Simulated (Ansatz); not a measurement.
Input file:

```
crystal:
  lattice:
    - [-1.538900875, 1.538900875, 7.14310203]
    - [1.538900875, -1.538900875, 7.14310203]
    - [1.538900875, 1.538900875, -7.14310203]
  atoms:
    - { symbol: Al, position: [0.0, 0.0, 0.0] }
    - { symbol: Al, position: [0.80618462, 0.80618462, 0.0] }
    - { symbol: Al, position: [0.19381538, 0.19381538, 0.0] }
    - { symbol: Ru, position: [0.60586857, 0.60586857, 0.0] }
    - { symbol: Ru, position: [0.39413143, 0.39413143, 0.0] }
basis:
  ecutwfc: 500
kpoints:
  mp_grid: { grid: [16, 16, 16] }
hamiltonian:
  xc: r2scan
scf:
  occupations: { method: gaussian, width: 0.1 }
output:
  forces: true
  stress: true
  eigenvalues: true
  write_density: true
  write_potential: true
  elf: true
  volumetric_format: npy
relax:
  adjacent_minimum: "off"
  f_tol: 0.005
  max_steps: 80
  cell: { stress_tol: 0.05 }
```

Command:

```sh
ansatz run input.yaml --threads 1 --pin off --max-ram 2560MiB --backend cpu --events-out ev --progress --plain --runs-dir out
```

Below, planes, directions and counts refer to the conventional cell (a = 3.08 Å, b = 3.08 Å, c = 14.27 Å, α = 90.00°, β = 90.00°, γ = 90.00°).

The fields are those of the relaxed geometry.

Space group I4/mmm; a structure from a database of computed crystals, not necessarily the ambient phase; computed without spin polarisation.

All numbers below come from DFT r2SCAN, scalar-relativistic, plane waves, PAW (Ansatz).

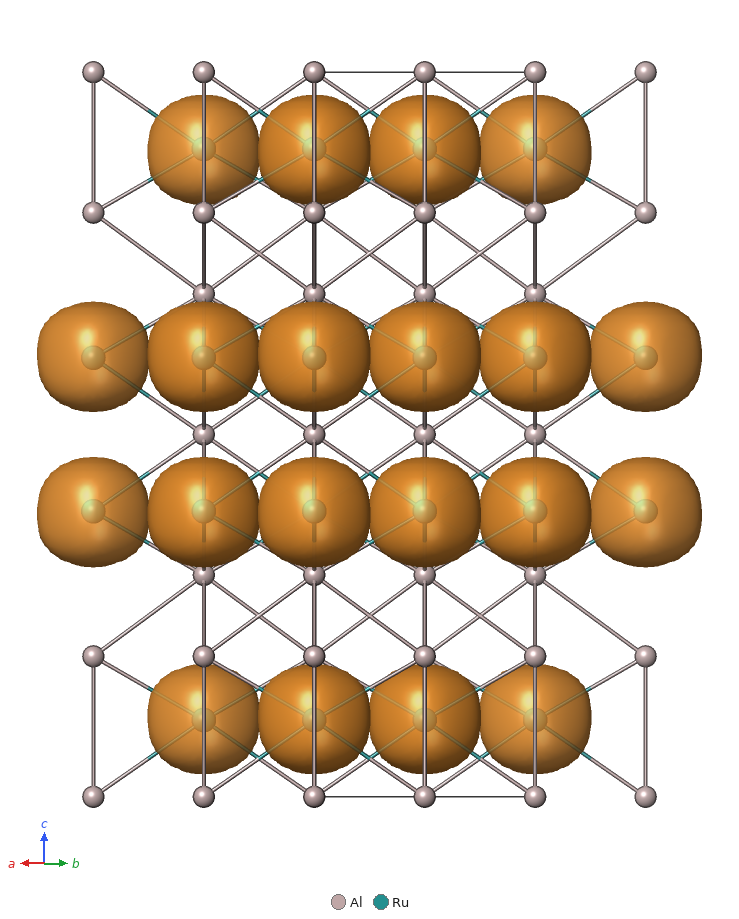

Al3Ru2. Isosurface of the valence pseudo-density at 0.5 e/Å³ (orange), seen along [110]. Sticks mark near contacts.

Core electrons are frozen (PAW), and the valence fields are smoothed inside the atomic spheres.

Q: How is the density connected at this value?

A: At this value the density breaks into separate islands; it holds about 65 % of the electrons treated as valence (semicore included). It bridges none of the near contacts. It is pinched off along the shortest Al–Ru (2.51 Å), Al–Al (2.70 Å), Al–Ru (2.65 Å) and Al–Al (2.77 Å) contacts. On the grid the lowest density along these lines, outside the cores, is 0.3 e/Å³ (Al–Ru, 2.51 Å), 0.21 e/Å³ (Al–Al, 2.70 Å), 0.24 e/Å³ (Al–Ru, 2.65 Å) and 0.22 e/Å³ (Al–Al, 2.77 Å).

Q: Metal or insulator at this level of theory?

A: It is metallic or semimetallic at this level of theory: no gap opens.
